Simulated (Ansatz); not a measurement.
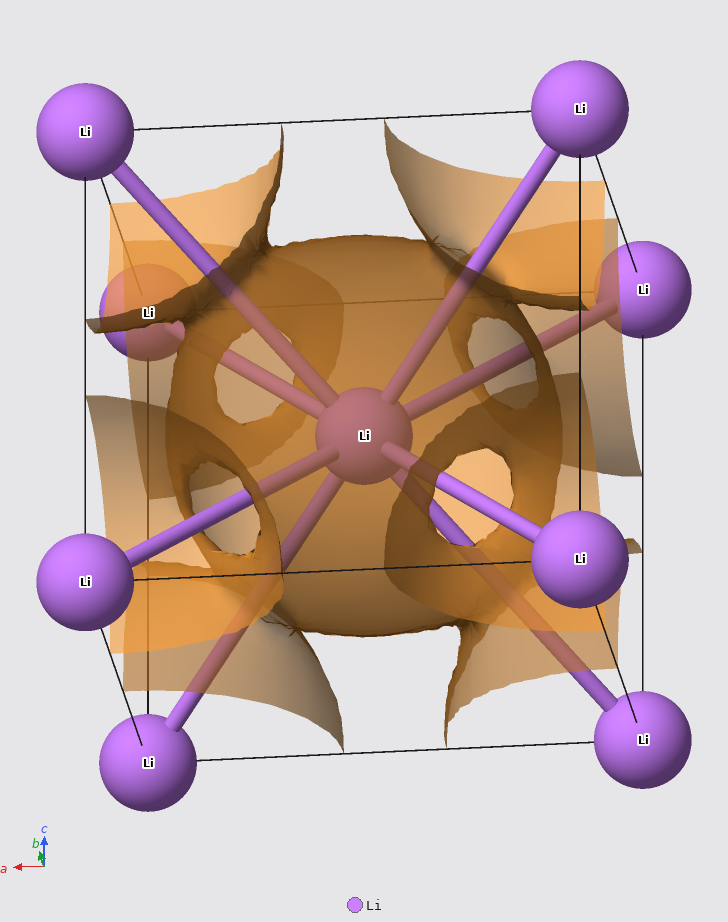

The picture shows: Li. Isosurface of the electron localisation function at 0.55 (orange), seen at an oblique angle. Core shells and regions of very low density are left out. Sticks mark near contacts.

Space group I4/mmm; changed on purpose from its base cell (strain +0.000 along x and y, -0.030 along z, atoms carried along); computed without spin polarisation.

All numbers below come from Ansatz, DFT PBE, scalar-relativistic, plane waves, PAW.

Core electrons are frozen (PAW), and the valence fields are smoothed inside the atomic spheres.

> Where are the electrons localised?

The ELF exceeds this value in one network that runs through the whole crystal, counted in one cell of 2 atoms. Any copies at cell faces, edges or corners count once. There are no localised bonds or lone pairs at this value. Profiles from the grid: Li–Li (3.00 Å): the ELF reaches about 0.50 near the midpoint.

> Metal or insulator at this level of theory?

It is gapless in this calculation (a metal or semimetal).
